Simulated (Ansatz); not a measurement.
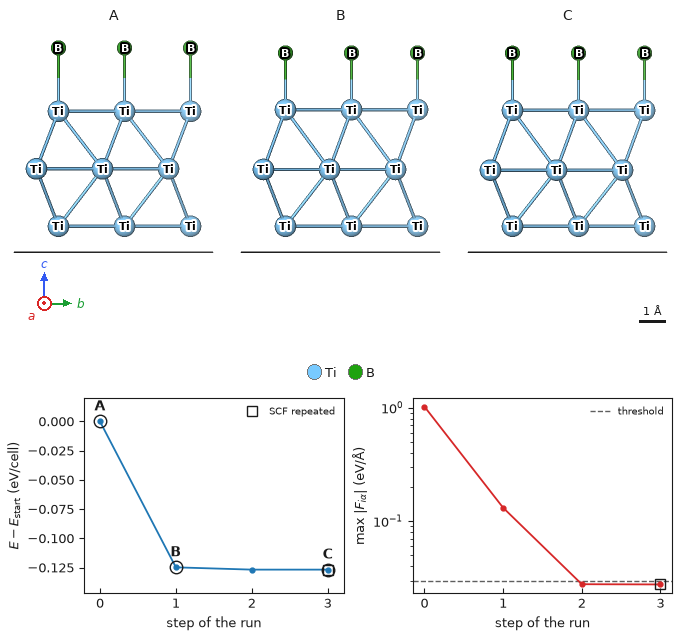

Frames of a constrained relaxation of a slab of composition Ti$_{3}$B (cut from the P6_3/mmc phase), marked on the history of the run. A ball-and-stick model of the 2 × 3 repeat of the cell, outlined in the plane, without the vacuum, seen along the a axis.

Case: B put at a top Ti site. The slab is the (0 0 1) face of Ti with B on it. 1 atoms are held fixed.

The calculation used DFT r2SCAN, scalar-relativistic, plane waves, PAW (Ansatz 0.2.0).

Input file:
```yaml
crystal:
  lattice:
    - [2.9357969418, 0.0, 0.0]
    - [-1.4678984709, 2.542474732, 0.0]
    - [0.0, 0.0, 23.6361929089]
  atoms:
    - { symbol: Ti, position: [0.3333333333, 0.6666666667, 0.3596179821] }
    - { symbol: Ti, position: [0.6666666667, 0.3333333333, 0.4531964174] }
    - { symbol: Ti, position: [0.3333333333, 0.6666666667, 0.5467425937] }
    - { symbol: B, position: [0.3333333333, 0.6666666667, 0.6499741086] }
basis:
  ecutwfc: 500
kpoints:
  mp_grid: { grid: [12, 12, 1] }
hamiltonian:
  xc: r2scan
scf:
  occupations: { method: gaussian, width: 0.1 }
output:
  forces: true
  eigenvalues: true
  write_density: true
  write_potential: true
  elf: true
  volumetric_format: npy
relax:
  adjacent_minimum: "off"
  f_tol: 0.03
  max_steps: 70
  constraints: [{ sites: [0] }]
efield:
  axis: 3
  dipole_correction: true
  ramp_width: 0.04
```

Launched with:
```bash
ansatz run input.yaml --threads 2 --pin off --max-ram 5120MiB --backend cpu --events-out ev --progress --plain --runs-dir out
```

Describe the path.

Answer. The atom that moves furthest is B4 (0.20 Å along the normal (−c)). Largest moves by element: B 0.20 Å, Ti 0.05 Å. The cell doesn't change. Near-neighbour distances that change, for instance: Ti3–B4 2.440 → 2.202 Å, Ti2–Ti3 2.786 → 2.858 Å, Ti1–Ti2 2.787 → 2.746 Å. After 2 accepted moves (3 points after the start) the energy has fallen by 0.127 eV per cell of the calculation. Largest force component: 1 eV/Å at the start, 0.028 eV/Å at the end. 1 step only repeated the SCF at the same geometry. The run took 43 s on 2 threads of Intel(R) Xeon(R) Platinum 8259CL CPU @ 2.50GHz (Skylake/Cascade Lake), with other jobs on the host, peak memory 0.94 GiB. From step 0 to 1: B4 moves most (0.19 Å), energy −0.125 eV per cell of the calculation. From step 1 to 3: Ti3 moves most (0.03 Å), energy −2.0 meV per cell of the calculation.

Limits of the set-up: the periodic images lie only 2.9 Å apart, so the values are limited by the cell's size.
